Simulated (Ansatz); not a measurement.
**Single-point calculation, with input and output: Si2C3**

- system: Si2C3 (P-6m2, 10 atoms in the cell)
- method: DFT PBE, scalar-relativistic, plane waves, PAW, no spin polarisation (Ansatz 0.2.0)

The structure was made by a generator, so it may or may not be a known phase.

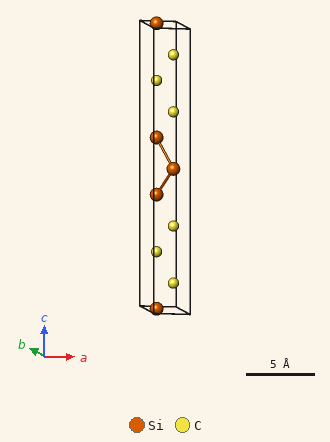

**Figure 1.** The structure (ball-and-stick view of the cell of the calculation, seen slightly off an axis). An atom can appear more than once, as a periodic image.

**Input file**
```yaml
crystal:
  lattice:
    - [2.70913224, 0.0, 0.0]
    - [-1.35456612, 2.34617734, 0.0]
    - [0.0, 0.0, 21.65931143]
  atoms:
    - { symbol: Si, position: [0.33333333, 0.66666667, 0.0] }
    - { symbol: Si, position: [0.33333333, 0.66666667, 0.4] }
    - { symbol: Si, position: [0.33333333, 0.66666667, 0.6] }
    - { symbol: Si, position: [0.66666667, 0.33333333, 0.5] }
    - { symbol: C, position: [0.33333333, 0.66666667, 0.2] }
    - { symbol: C, position: [0.33333333, 0.66666667, 0.8] }
    - { symbol: C, position: [0.66666667, 0.33333333, 0.1] }
    - { symbol: C, position: [0.66666667, 0.33333333, 0.3] }
    - { symbol: C, position: [0.66666667, 0.33333333, 0.7] }
    - { symbol: C, position: [0.66666667, 0.33333333, 0.9] }
basis:
  ecutwfc: 420
kpoints:
  mp_grid: { grid: [6, 6, 1] }
hamiltonian:
  xc: pbe
scf:
  occupations: { method: gaussian, width: 0.1 }
  lower_state_search: "off"
output:
  forces: true
  stress: true
  eigenvalues: true
```

Hardware: 1 thread of Intel Xeon @ 2.50GHz (Skylake/Cascade Lake), 189 GiB of memory available, shared host.

Launched with:
```bash
ansatz run input.yaml --threads 1 --pin off --max-ram 2560MiB --backend cpu --events-out ev --progress --plain --runs-dir out
```

**Output**
```
Engine: ansatz 0.2.0, x86_64-unknown-linux-gnu
Pseudopotentials: kind: paw
Pseudopotential: Si, paw, valence charge 4, recommended cutoff 420 eV (normal), Si.paw.azcp
Pseudopotential: C, paw, valence charge 4, recommended cutoff 420 eV (normal), C.paw.azcp
Functional definition: PBE
  parameter kappa = 0.804
  parameter beta = 0.06672455060314922
  exchange = pbe_x(kappa = kappa, mu = beta*pi^2/3)
  correlation = pbe_c(beta = beta)
Crystal: 10 atoms, lattice volume = 137.669 Å³
Basis set: ecut = 420 eV, 2719 PW (Γ), exchange–correlation on 40×40×300 points (8 copies of the dense FFT grid, shifted against one another)
Bands: 30, of which v1, the nominal top of the filled ones, is band 20 counted from 1 (19 counted from 0)
Symmetry: 12 space group operations
Space group: P-6m2 (ITA 187), of the structure as read, at distance tolerance 5.2e-5 Å
k-points: 7 of 36 (time reversal used)
Non-local potential: Si, projectors of the file, l = 0: 2, l = 1: 2, l = 2: 2
Non-local potential: C, projectors of the file, l = 0: 2, l = 1: 2, l = 2: 1
PAW form: soft (Blöchl's): semilocal exchange-correlation on the pseudo side does not see the compensation charge
PAW one-centre angular grid: Si, 110 points (default); XC on 64 Gauss nodes
PAW one-centre angular grid: C, 110 points (default); XC on 64 Gauss nodes
Initial density: superposition of atomic densities (neutral atoms: chi_scale 0, normalization atom), corrected by the library's trained network
Initial wavefunctions: pseudopotential atomic-orbital guess
Functional: x = pbe(κ = 0.804, μ = 0.2195149727645171), c = pbe(β = 0.06672455060314922)
SCF iter   1: F=—  HF=-4014.694147 eV  |F-HF|=—  |Δ(HF+E_count)|=         —  Δρ=8.81e-3  dr2=1.42e0  ethr=1.77e-3  ⟨swp⟩=5.9  Hψ=945  notcnv=0
preconditioner: auto → Kerker (q_TF=auto, 2.220 Å⁻¹)  [metal: Δε(μ)=0.065 eV  Ē_g=6.970 eV  σ=0.100 eV  W_gap=0.34  n_scr=14 (ndim 8)  ℏωp=20.0 eV  f_vac=0.000  D(μ)=8.46/eV (n_scr^D=100)]
SCF iter   2: F=—  HF=-4014.659626 eV  |F-HF|=—  |Δ(HF+E_count)|=   3.45e-2  Δρ=3.62e-3  dr2=2.60e-1  ethr=1.77e-3  ⟨swp⟩=1.1  Hψ=267  notcnv=0
SCF iter   3: F=—  HF=-4014.650956 eV  |F-HF|=—  |Δ(HF+E_count)|=   8.67e-3  Δρ=6.67e-4  dr2=4.02e-3  ethr=6.50e-4  ⟨swp⟩=1.1  Hψ=184  notcnv=0
SCF iter   4: F=—  HF=-4014.650651 eV  |F-HF|=—  |Δ(HF+E_count)|=   3.05e-4  Δρ=1.63e-4  dr2=1.66e-4  ethr=1.00e-5  ⟨swp⟩=1.4  Hψ=189  notcnv=0
SCF iter   5: F=—  HF=-4014.650650 eV  |F-HF|=—  |Δ(HF+E_count)|=   5.58e-7  Δρ=7.38e-5  dr2=2.92e-5  ethr=4.15e-7  ⟨swp⟩=1.9  Hψ=221  notcnv=0
SCF iter   6: F=—  HF=-4014.650754 eV  |F-HF|=—  |Δ(HF+E_count)|=   1.04e-4  Δρ=1.10e-5  dr2=6.42e-7  ethr=7.31e-8  ⟨swp⟩=1.4  Hψ=242  notcnv=0
SCF iter   7: F=-4014.650754 eV  HF=-4014.650754 eV  |F-HF|=6.84e-8  |Δ(HF+E_count)|=   3.36e-8  Δρ=3.99e-6  dr2=8.88e-8  ethr=2.50e-10  ⟨swp⟩=8.7  Hψ=945  notcnv=0
SCF 1 converged in 7 iterations: F = -4014.650754 eV  dr2 = 8.88e-8
  greatest PAW one-centre occupation: 0.780 electrons in one spin orbital (limit 2), on the C atom at site 5 (counted from 0), in its partial waves of l = 0
SCF converged after 7 iterations
Free energy (F): -4014.650754 eV
Harris-Foulkes:  -4014.650754 eV  (|F-HF|=6.84e-8)
Internal energy: -4014.602673 eV  (E = F + TS)
E sigma→0 (E₀):  -4014.626714 eV
Entropy (-TS):   -0.048081 eV (-4.808 meV/atom)
Fermi energy:    6.076645 eV
--- Per-component energies (eV) ---
  E_band       = 32.373486
  E_kinetic    = 580.062724
  E_local      = -452.978267  (includes V_loc(G=0)·N_el)
  E_nonlocal   = 272.348871
  E_hartree    = 84.058492
  E_xc         = -480.856723
  E_vxc        = -506.199609  (∫ρ·V_xc dr)
  E_paw        = -2629.134390  (= ΣΔE_a)
  E_vpaw       = -28.976250  (= ΣTr[D̂ρ^β])
  E_aug_tail   = 0.000028  (compensation charges beyond the density's cutoff)
  E_ewald      = -1388.103408
  E_smearing   = -0.048081  (= −TS)
  E_closure    = -0.000000  (closes the sum)
  Σ components = -4014.650754   (vs F -4014.650754, Δ=0.00e0)
--- Forces (eV/Å), atoms counted from 1 ---
  atom   1  Si    -0.00000000     0.00000000     0.00000000
  atom   2  Si    -0.00000000     0.00000000    -1.69749580
  atom   3  Si    -0.00000000     0.00000000     1.69749580
  atom   4  Si     0.00000000    -0.00000000     0.00000000
  atom   5  C     -0.00000000     0.00000000    -0.09958326
  atom   6  C     -0.00000000     0.00000000     0.09958326
  atom   7  C      0.00000000    -0.00000000     0.10554856
  atom   8  C      0.00000000    -0.00000000     0.20665411
  atom   9  C      0.00000000    -0.00000000    -0.20665411
  atom  10  C      0.00000000    -0.00000000    -0.10554856
  max |Σ_I F_I| component: 4.58e-16 eV/Å
--- Stress (GPa, compression-positive) ---
      -16.842159      -0.000000      -0.000000
        0.000000     -16.842159      -0.000000
       -0.000000      -0.000000     -20.650842
  P = ⅓ Tr σ = -18.1117 GPa (-181.117 kbar)
--- Band table (eV; the first three rows and the last of 7) ---
  k-point 0: bands = ["-8.2080", "-6.9902", "-6.9299", "-5.9750", "-5.9169", "-4.8429", "-4.6442", "-3.4032", "-2.6084", "-1.5936", "0.9966", "2.6509", "3.2865", "5.7457", "5.7977", "8.5439", "8.5573", "9.3921", "9.3921", "9.4046", "9.4046", "9.6482", "9.6482", "9.6706", "9.6706", "9.9791", "9.9791", "9.9889", "9.9889", "10.6222"]
  k-point 1: bands = ["-7.4835", "-6.3376", "-6.2571", "-5.3701", "-5.3292", "-4.2521", "-4.0463", "-2.8726", "-1.9974", "-1.0361", "1.6174", "3.1617", "3.8086", "6.0254", "6.0729", "7.6007", "7.6653", "7.8159", "7.9378", "8.4683", "8.5265", "8.8521", "8.8754", "9.0015", "9.0457", "9.2109", "9.2544", "9.4512", "9.7397", "9.7635"]
  k-point 2: bands = ["-5.3380", "-4.4764", "-4.3449", "-3.6530", "-3.6528", "-2.5741", "-2.3996", "-1.4786", "-0.3631", "0.5132", "3.1531", "3.2623", "3.6780", "3.7867", "4.1033", "4.3856", "4.8732", "5.1090", "5.6759", "5.7491", "6.0762", "7.1229", "7.6352", "7.8275", "8.0070", "8.0468", "8.4414", "8.5218", "8.6985", "8.9371"]
  k-point 6: bands = ["-1.5649", "-1.4100", "-1.4003", "-1.2021", "-1.0050", "-1.0008", "0.0767", "0.4295", "1.1171", "1.8315", "1.9812", "2.1229", "2.5148", "2.6175", "3.1014", "3.2742", "3.7202", "3.7863", "3.9502", "4.3616", "4.4131", "4.5630", "4.8172", "4.8678", "5.5931", "5.8850", "6.0083", "6.1908", "6.3823", "6.7522"]
```

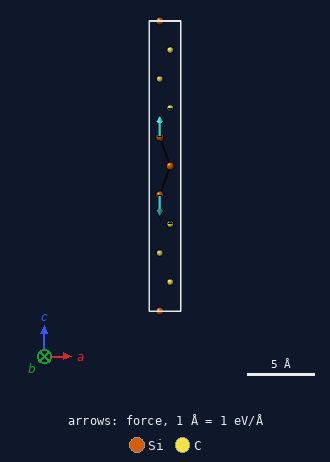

**Figure 2.** Forces on the atoms as teal arrows (ball-and-stick view of the cell of the calculation, along the b axis); the smallest are left out. The largest act on Si2, Si3 (1.70 eV/Å). Atoms are counted from 1 in the order of the input and aren't labelled in the picture. The geometry is not a stationary point of this energy.

**Summary**

- outcome: converged
- space group (tolerance 0.01 Å): P-6m2 (187)
- electrons treated: 40
- free energy: −4014.6508 eV
- Fermi energy: 6.077 eV
- gap on the k-point mesh: none (metallic)
- pressure: −18.11 GPa
- largest force (length of the vector): 1.697 eV/Å
- wall time: 4.7 s
- peak memory: 0.34 GiB

**Notes**

The cell is under a tension of 18.1 GPa at this level, so it is not at its equilibrium volume.
